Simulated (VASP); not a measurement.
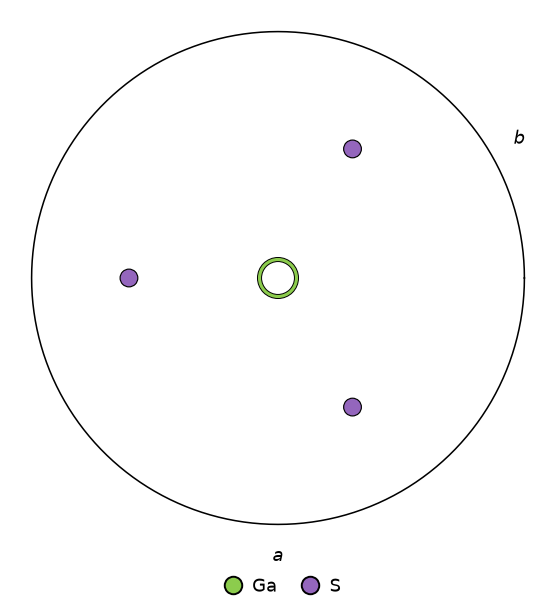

For GaS, an entry of the Crystallography Open Database, as set up for an electronic-structure calculation: directions from one gallium atom at (2/3, 1/3, 0.830) to its bonded neighbours, in stereographic projection down c (filled: above the plane of the page or in it, open: below). All values are computed from the atomic coordinates in the standard setting (tolerance 0.002 Å).

Neighbours are counted up to 2.59 Å for Ga, 2.77 Å for S.

```cif
data_structure
_symmetry_space_group_name_H-M 'P 1'
_symmetry_Int_Tables_number 1
_cell_length_a 3.5850
_cell_length_b 3.5850
_cell_length_c 15.5000
_cell_angle_alpha 90.000
_cell_angle_beta 90.000
_cell_angle_gamma 120.000
_cell_volume 172.52
loop_
_atom_site_label
_atom_site_type_symbol
_atom_site_fract_x
_atom_site_fract_y
_atom_site_fract_z
_atom_site_occupancy
Ga1 Ga 0.66667 0.33333 0.83000 1
Ga2 Ga 0.33333 0.66667 0.33000 1
Ga3 Ga 0.66667 0.33333 0.67000 1
Ga4 Ga 0.33333 0.66667 0.17000 1
S1 S 0.66667 0.33333 0.40000 1
S2 S 0.33333 0.66667 0.90000 1
S3 S 0.66667 0.33333 0.10000 1
S4 S 0.33333 0.66667 0.60000 1
```

Question: How many neighbours are there, and at what angles?

Answer: 4: 3 S at 2.34 Å, 1 Ga at 2.48 Å. Angles between bonds: 100° (3×), 118° (3×).

Question: What is the site's symmetry in the crystal?

Answer: Point group 3m (C3v), order 6: one threefold axis, three mirror planes. In P6_3/mmc (No. 194) this is Wyckoff position 4f.
